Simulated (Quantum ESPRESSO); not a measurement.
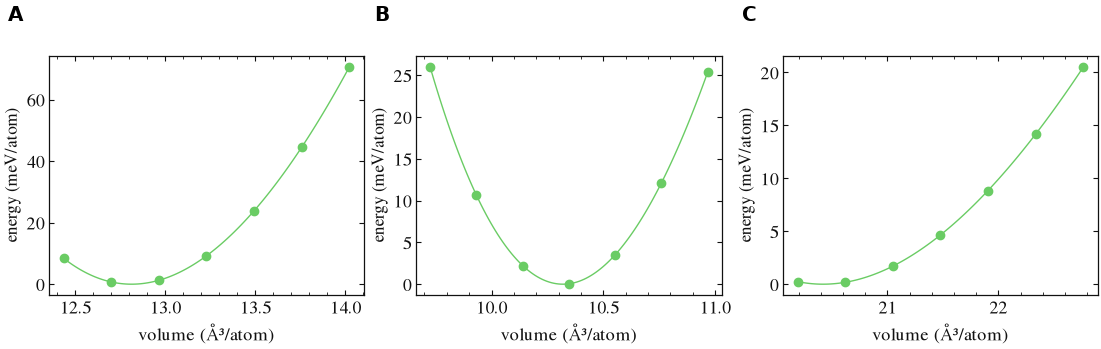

Each panel shows the energy against volume for one of these solids: NaCl, Pm-3m (No. 221); SiC, F-43m (No. 216); ZrC, Fm-3m (No. 225).

Computed with Quantum ESPRESSO 7.5: plane-wave DFT, no spin polarisation; energies at scaled volumes of the given cell, shape and fractions fixed, counted from the fit's minimum, third-order Birch-Murnaghan fit. Level: PBE with D3(BJ).

Q: Which panel belongs to which solid?

A: A is ZrC (energy from 0.74 meV/atom to 70.61 meV/atom, V0 12.81 Å³/atom, B0 231 GPa); B is SiC (energy from 0.05 meV/atom to 26.00 meV/atom, V0 10.32 Å³/atom, B0 221 GPa); C is NaCl (energy from 0.18 meV/atom to 20.53 meV/atom, V0 20.42 Å³/atom, B0 29.8 GPa).
